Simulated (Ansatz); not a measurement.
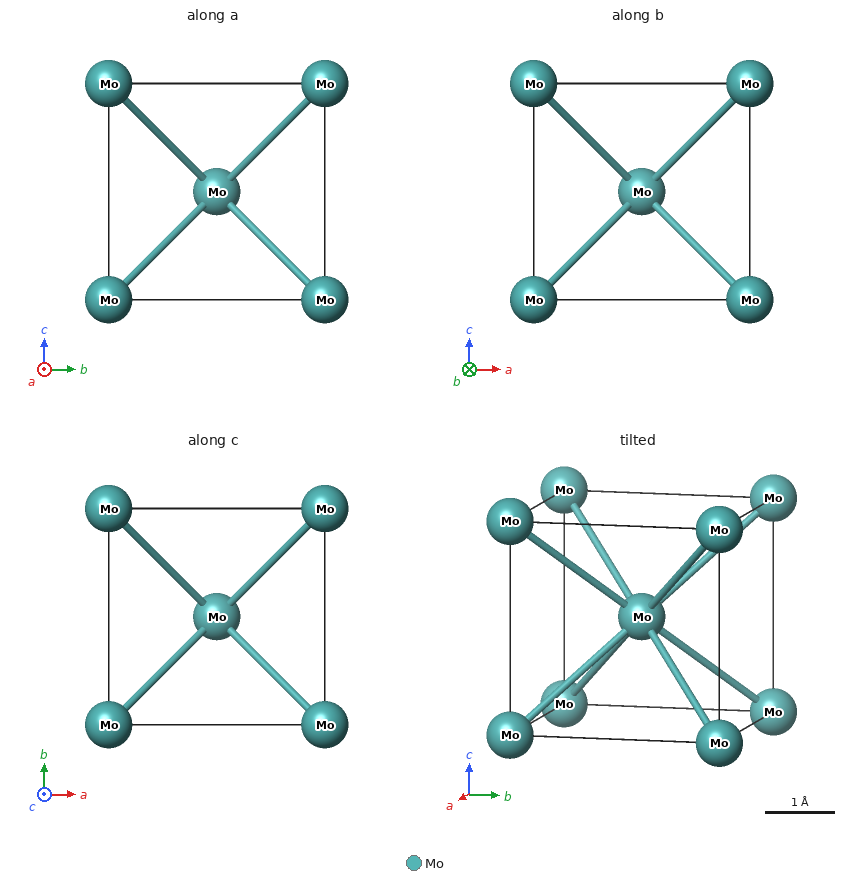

Ball-and-stick drawing of the structure, looking along the a axis, along the b axis, along the c axis and slightly off an axis. The frame is the conventional unit cell; atoms at its boundary are shown with their periodic copies.

Lattice parameters: a = 3.1586 Å, b = 3.1586 Å, c = 3.1586 Å, α = 90.000°, β = 90.000°, γ = 90.000°.

Q: Give the structure in the form of a CIF in P1 with every atom of the cell.

A:
```cif
data_structure
_symmetry_space_group_name_H-M 'P 1'
_symmetry_Int_Tables_number 1
_cell_length_a 3.1586
_cell_length_b 3.1586
_cell_length_c 3.1586
_cell_angle_alpha 90.000
_cell_angle_beta 90.000
_cell_angle_gamma 90.000
_cell_volume 31.51
loop_
_atom_site_label
_atom_site_type_symbol
_atom_site_fract_x
_atom_site_fract_y
_atom_site_fract_z
_atom_site_occupancy
Mo1 Mo 0.0000 0.0000 0.0000 1
Mo2 Mo 0.5000 0.5000 0.5000 1
```

The structure was taken from the standard structure of this element. The cell was then strained or its atoms displaced on purpose. It was run through Ansatz as a DFT input.
